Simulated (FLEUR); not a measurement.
## Pb: 5 runs along one coordinate

System: Pb (Fd-3m, 2 atoms in the cell).
Method: Kohn-Sham DFT of a periodic cell, LDA, all-electron, no spin polarisation (FLEUR MaX-R8.1 (later development tree)).

The 5 runs differ only in the geometry, by an even scaling of the cell at fixed fractional positions. The structure derives from a Materials Project entry.

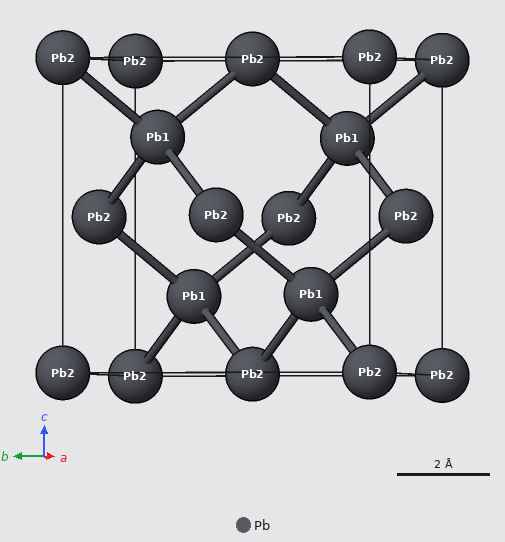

Figure 1. The structure of run 3 (ball-and-stick view of the cell 4 times as large as that of the calculation, set on its symmetry axes, seen at an oblique angle; atoms are numbered from 1 in the order of the input). An atom can appear more than once, as a periodic image.

**Input of run 3**
```
<?xml version="1.0" encoding="UTF-8" standalone="no"?>
<fleurInput fleurInputVersion="0.39">
   <comment>
      Pb                                                                                                  
   </comment>
   <calculationSetup>
      <cutoffs Kmax="4.1" Gmax="12.7" GmaxXC="12.7" numbands="0"/>
      <scfLoop itmax="60" minDistance="0.00001" maxIterBroyd="15" imix="Anderson" alpha="0.05" precondParam="0.0" spinf="2.0" sdNocoIR="T"/>
      <coreElectrons ctail="T" frcor="F" kcrel="0" coretail_lmax="0"/>
      <xcFunctional name="vwn" relativisticCorrections="F"/>
      <magnetism jspins="1"/>
      <soc l_soc="F" theta="0.0" phi="0.0" spav="F"/>
      <expertModes spex="0" secvar="F"/>
      <geometryOptimization l_f="F" forcealpha="1.0" forcemix="BFGS" epsdisp="0.00001" epsforce="0.00001"/>
      <ldaU l_linMix="F" mixParam="0.05" spinf="1.0"/>
   </calculationSetup>
   <cell>
      <bzIntegration valenceElectrons="40.0" mode="hist" fermiSmearingEnergy="0.00183747">
         <kPointListSelection listName="default-1"/>
         <!-- k-points included here -->
         <xi:include xmlns:xi="http://www.w3.org/2001/XInclude" href="kpts.xml"> </xi:include>
      </bzIntegration>
      <!-- symmetry operations included here -->
      <xi:include xmlns:xi="http://www.w3.org/2001/XInclude" href="sym.xml"> </xi:include>
      <bulkLattice scale="1.0000000000">
         <bravaisMatrix>
            <row-1>    0.0000000000000000     6.4987682473791999     6.4987682473791999</row-1>
            <row-2>    6.4987682473791999     0.0000000000000000     6.4987682473791999</row-2>
            <row-3>    6.4987682473791999     6.4987682473791999     0.0000000000000000</row-3>
         </bravaisMatrix>
      </bulkLattice>
   </cell>
   <atomSpecies>
      <species name="Lead (Pb)" element="Pb" atomicNumber="82">
         <mtSphere radius="2.53" gridPoints="863" logIncrement="0.016"/>
         <atomicCutoffs lmax="10" lnonsphr="10"/>
         <electronConfig flipSpins="F">
            <coreConfig>(1s1/2) (2s1/2) (2p1/2) (2p3/2) (3s1/2) (3p1/2) (3p3/2) (4s1/2) (3d3/2) (3d5/2) (4p1/2) (4p3/2) (4d3/2) (4d5/2) (4f5/2) (4f7/2) (5s1/2)</coreConfig>
            <valenceConfig>(5p1/2) (5p3/2) (6s1/2) (5d3/2) (5d5/2) (6p1/2) (6p3/2)</valenceConfig>
            <stateOccupation state="(6p1/2)" spinUp="0.333333" spinDown="0.333333"/>
            <stateOccupation state="(6p3/2)" spinUp="0.666667" spinDown="0.666667"/>
         </electronConfig>
         <energyParameters s="6" p="6" d="5" f="5"/>
         <lo type="SCLO" l="1" n="5" eDeriv="0"/>
         <lo type="SCLO" l="1" n="5" eDeriv="1"/>
         <lo type="SCLO" l="0" n="6" eDeriv="2"/>
         <lo type="SCLO" l="2" n="5" eDeriv="2"/>
         <lo type="SCLO" l="3" n="5" eDeriv="2"/>
      </species>
   </atomSpecies>
   <atomGroups>
      <atomGroup species="Lead (Pb)">
         <relPos label="                   1">1.000/8.000 1.000/8.000 1.000/8.000</relPos>
         <relPos label="                   2">-1.000/8.000 -1.000/8.000 -1.000/8.000</relPos>
         <force calculate="T" relaxXYZ="TTT"/>
      </atomGroup>
   </atomGroups>
   <output dos="F" band="F" slice="F">
      <checks vchk="F" cdinf="F"/>
      <bandDOS minEnergy="-.5*Htr" maxEnergy="0.5*Htr" sigma="0.015" storeEVData="T"/>
      <vacuumDOS vacdos="F" integ="F" star="F" nstars="0" locx1="0.0" locy1="0.0" locx2="0.0" locy2="0.0" nstm="0" tworkf="0.0"/>
      <unfoldingBand unfoldBand="F" supercellX="1" supercellY="1" supercellZ="1"/>
      <plotting iplot="0" polar="F">
         <plot TwoD="T" vec1="  1.0  0.0  0.0" vec2="  0.0  1.0  0.0" vec3="  0.0  0.0  1.0" zero="  0.0  0.0  0.0" file="plot"/>
      </plotting>
      <chargeDensitySlicing numkpt="0" minEigenval="0.0" maxEigenval="0.0" nnne="0" pallst="F"/>
      <specialOutput eonly="F"/>
      <moessbauerParams electricFieldGradient="T" isomerShift="T" coreHyperfine="T" valenceHyperfine="T"/>
      <magneticCircularDichroism mcd="F" energyLo="-10.0" energyUp="0.0"/>
   </output>
  <!-- We include the file relax.xml here to enable relaxations (see documentation) -->
  <xi:include xmlns:xi="http://www.w3.org/2001/XInclude" href="relax.xml"> <xi:fallback/> </xi:include>
</fleurInput>
```

Command:
```bash
inpgen -f crystal.txt -profile fastHighL; fleur_MPI
```

Lattice vectors (Å) and fractional positions of run 3:
```
   0.000000    3.439000    3.439000
   3.439000    0.000000    3.439000
   3.439000    3.439000    0.000000
Pb  0.250000  0.250000  0.250000
Pb  0.000000  0.000000  0.000000
```

Run 4 has the same physical settings and fractional positions; its lattice vectors (Å) are:
```
   0.000000    3.484255    3.484255
   3.484255    0.000000    3.484255
   3.484255    3.484255    0.000000
```

**Results, with one run withheld**

| run | volume per atom (Å³) | free energy per atom, from the lowest run given (meV) |
| --- | --- | --- |
| 1 | 38.232 | 5.59 |
| 2 | 39.045 | 0.00 |
| 3 | 40.672 | 0.32 |
| 4 | 42.299 | ? |
| 5 | 43.112 | 23.17 |

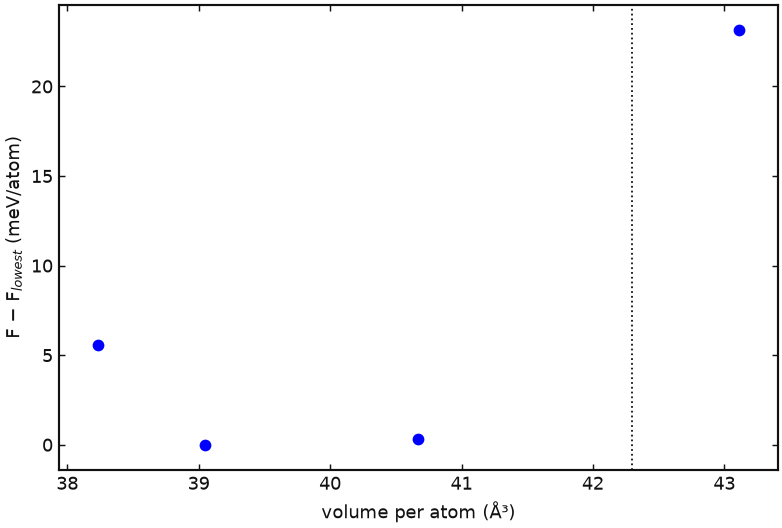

Figure 2. Free energy per atom of the runs given; the dotted line marks run 4.

Fit the runs given and predict run 4.

A quadratic polynomial in V^(−2/3) (the Birch–Murnaghan form), fitted to the 4 runs given, misses them by at most 0.09 meV per atom. With x = V^(−2/3) − 0.08522 Å⁻², it reads F = −1.1908 − 1343.9 x + 1.2676e+06 x² (meV per atom). At run 4 it gives 12.92 meV per atom, and the run itself gives 13.06. The fit has its minimum at 39.824 Å³ per atom, where V d²F/dV² gives 33.3 GPa: the bulk modulus at this level, since symmetry fixes the shape and the positions.

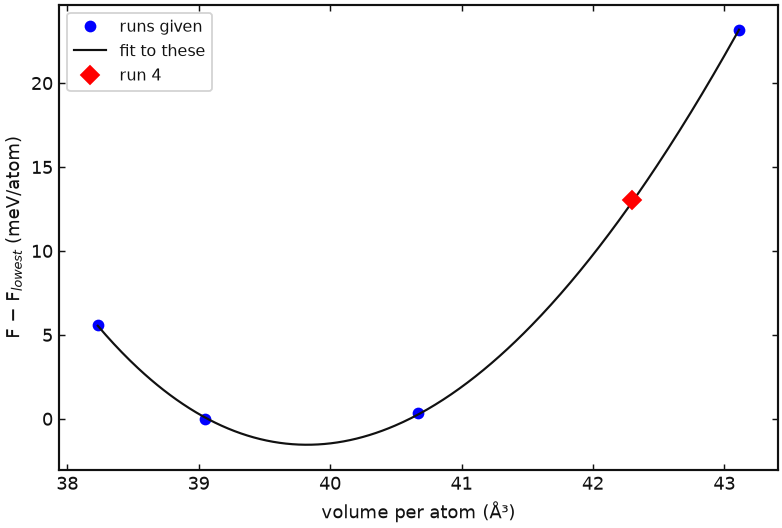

Figure 3. The fit and the withheld run.

**Output (run 4)**
```
Welcome to FLEUR        (www.flapw.de)
      MaX-Release 8.1          (www.max-centre.eu)

 ========== k-point set info ==========
 Selected k-point list: default-1
 k-point list type: mesh
 7 x 7 x 7
 Number of k points: 20

 ------------Calculation Setup---------------------------
 Number of MPI-tasks      :            1
 Number of PE/node        :            1
 Number of OMP-threads    :            1
 Most efficient MPI parallelization for:
           1           2           4           5          10          20
 Additional eigenvalue parallelization possible
 Number of basis functions:          744
 Approximate size of matrices (H+S) per k-point:         0.008 GB
 --------------------------------------------------------

 Iteration:     1   Distance:       9.89820669 me/bohr^3

 Iteration:     2   Distance:       9.30258614 me/bohr^3

 Iteration:     3   Distance:       2.92491989 me/bohr^3

 Iteration:     4   Distance:       0.27699572 me/bohr^3

 Iteration:     5   Distance:       0.24557275 me/bohr^3

 Iteration:     6   Distance:       0.04166562 me/bohr^3

 Iteration:     7   Distance:       0.00435435 me/bohr^3

 Iteration:     8   Distance:       0.00436922 me/bohr^3

 Iteration:     9   Distance:       0.00046667 me/bohr^3

 Iteration:    10   Distance:       0.00014017 me/bohr^3

 Iteration:    11   Distance:       0.00002668 me/bohr^3

 Iteration:    12   Distance:       0.00000228 me/bohr^3

 ********************************************************************
 Run finished successfully
 Stop message:
   all done
 ********************************************************************
```

Notes: Spin–orbit coupling is left out, which matters for Pb.
